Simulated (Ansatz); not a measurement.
# Calculations on MgO$_{2}$

### Scan

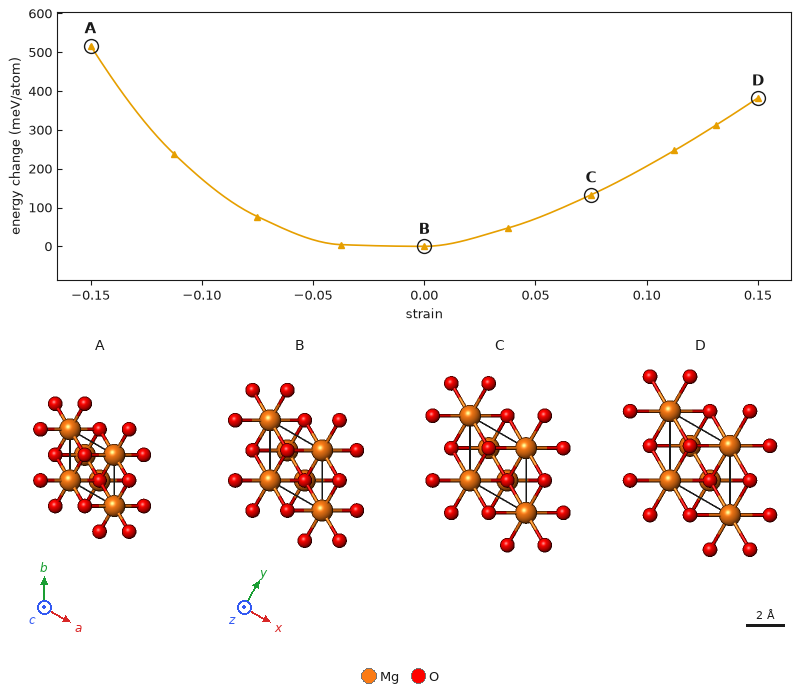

Energy scan for crystalline MgO2 (R-3m), in which the cell is strained equally along x and y, with the atoms kept at their fractional coordinates. x, y and z are the Cartesian axes of the input. The lettered frames are marked on the plot. Style: ball-and-stick. Shown: the conventional cell (3 times the calculation's cell), repeated 1 × 1 × 1 with one cell outlined, along the c axis. Lengths and directions refer to the drawn axes.

All numbers below come from Ansatz, DFT r2SCAN, scalar-relativistic, plane waves, PAW. (plane-wave cutoff 500 eV; k-point mesh 12 × 12 × 12; occupations gaussian; smearing width 0.05 eV; no spin polarisation). Energies (free energies at the smearing named) are counted from the cell as listed in its source, which wasn't relaxed.

> Read off the main features of the energy profile.

Of the computed points the lowest is at the strain 0.00, 0 meV/atom. The end points stand at 517 meV/atom (−0.15) and 382 meV/atom (0.15). The unrelaxed reference is under a pressure of −5.4 GPa, which tilts the curve. The distortion keeps the space group R-3m. At the strain −0.15 the cell of the drawing goes a 3.210 → 2.728 Å, b 3.210 → 2.728 Å.

### Scan

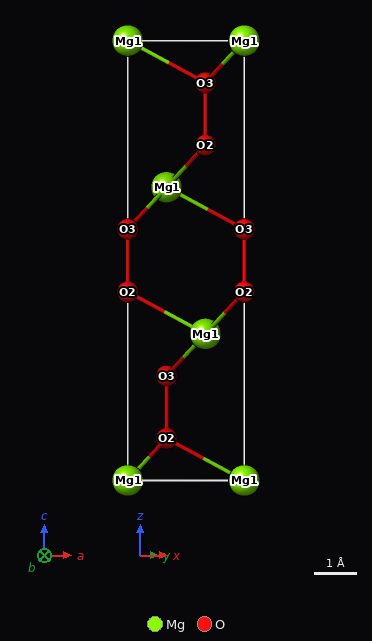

Energy scan for solid MgO$_{2}$ (R-3m), in which the cell is strained equally along x and y and separately along z, with the atoms kept at their fractional coordinates. x, y and z are the Cartesian axes of the input. The picture shows the reference cell. The picture is a ball-and-stick view of the conventional cell (3 times the calculation's cell), repeated 1 × 1 × 1 with one cell outlined, seen along the b axis. Lengths and directions refer to the drawn axes.

These are results of DFT r2SCAN, scalar-relativistic, plane waves, PAW (Ansatz 0.2.0), not measurements. Settings: plane-wave cutoff 500 eV; k-point mesh 12 × 12 × 12; occupations gaussian; smearing width 0.05 eV; no spin polarisation. Energies (free energies at the smearing named) are counted from the cell as listed in its source, which wasn't relaxed.

Input file:
```yaml
crystal:
  lattice:
    - [1.604761016, 0.9265092046, 3.4939788749]
    - [-1.604761016, 0.9265092046, 3.4939788749]
    - [0.0, -1.8530184092, 3.4939788749]
  atoms:
    - { symbol: Mg, position: [0.0, 0.0, 0.0] }
    - { symbol: O, position: [0.428786, 0.428786, 0.428786] }
    - { symbol: O, position: [0.571214, 0.571214, 0.571214] }
basis:
  ecutwfc: 500
kpoints:
  mp_grid: { grid: [12, 12, 12] }
hamiltonian:
  xc: r2scan
scf:
  occupations: { method: gaussian, width: 0.05 }
output:
  forces: true
  stress: true
  eigenvalues: true
  write_density: true
  write_potential: true
  elf: true
  volumetric_format: npy
```

Launched with:
```bash
ansatz run input.yaml --threads 1 --pin off --max-ram 2560MiB --backend cpu --events-out ev --progress --plain --runs-dir out
```

What energies does the calculation give on a grid with rows −0.050, −0.025, 0.000, 0.025, 0.050 and columns −0.050, −0.025, 0.000, 0.025, 0.050 (strain along x and y; strain along z)?

Answer. Rows: strain along x and y; columns: strain along z; values in meV/atom.

```tsv
	−0.050	−0.025	0.000	0.025	0.050
−0.050	56.3	25.4	20.1	36.3	70.6
−0.025	25.8	−1.4	−3.7	14.9	51.1
0.000	24.5	0.1	0.0	20.2	57.6
0.025	47.3	25.1	26.5	47.7	85.7
0.050	89.9	69.4	71.8	93.6	131.7
```

In pairs of (strain along x and y; strain along z): the lowest computed point lies at (−0.025, 0.000) (−3.7 meV/atom), the highest at (0.050, 0.050) (131.7 meV/atom).  Over the ranges scanned the energy rises by about as much along both axes. The pressure runs from −18.5 GPa at (0.050, 0.050) to 21.0 GPa at (−0.050, −0.050).

As a map, interpolated between the computed points (dots):

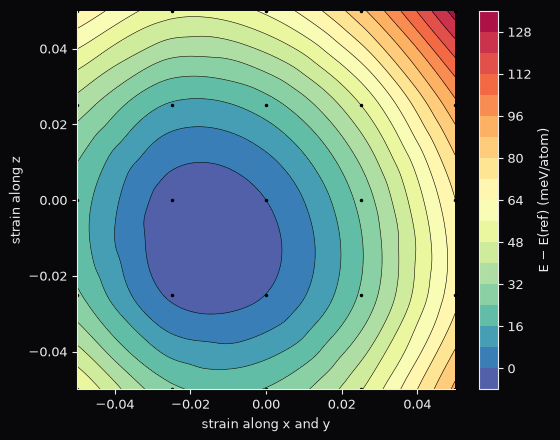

### Energy map

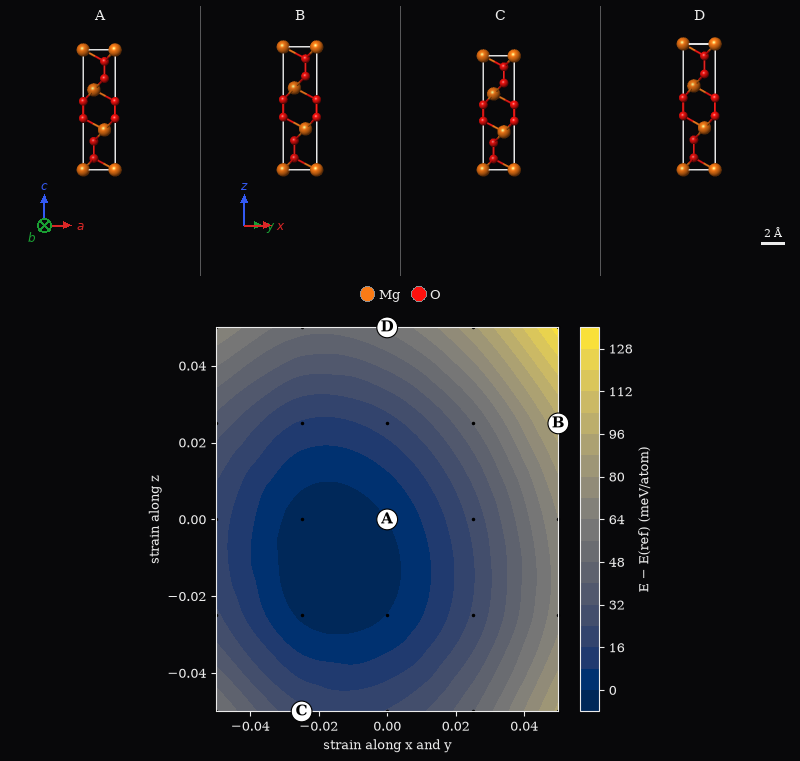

Energy scan for solid MgO$_{2}$ (R-3m), in which the cell is strained equally along x and y and separately along z, with the atoms kept at their fractional coordinates. x, y and z are the Cartesian axes of the input. The map is interpolated between the computed points (dots). The lettered frames are marked on it. Style: ball-and-stick. Shown: the conventional cell (3 times the calculation's cell), repeated 1 × 1 × 1 with one cell outlined, along the b axis. Lengths and directions refer to the drawn axes.

Level of theory: DFT r2SCAN, scalar-relativistic, plane waves, PAW in Ansatz 0.2.0. Settings: plane-wave cutoff 500 eV; k-point mesh 12 × 12 × 12; occupations gaussian; smearing width 0.05 eV; no spin polarisation. Energies (free energies at the smearing named) are counted from the cell as listed in its source, which wasn't relaxed.

> Where is the lowest point of the map, and what else does it tell?

In pairs of (strain along x and y; strain along z): the lowest computed point lies at (−0.025, 0.000) (−3.7 meV/atom), the highest at (0.050, 0.050) (131.7 meV/atom).  Over the ranges scanned the energy rises by about as much along both axes. The pressure runs from −18.5 GPa at (0.050, 0.050) to 21.0 GPa at (−0.050, −0.050). The frames lie at A (0.000, 0.000): 0.0 meV/atom, B (0.050, 0.025): 93.6 meV/atom, C (−0.025, −0.050): 25.8 meV/atom, D (0.000, 0.050): 57.6 meV/atom.
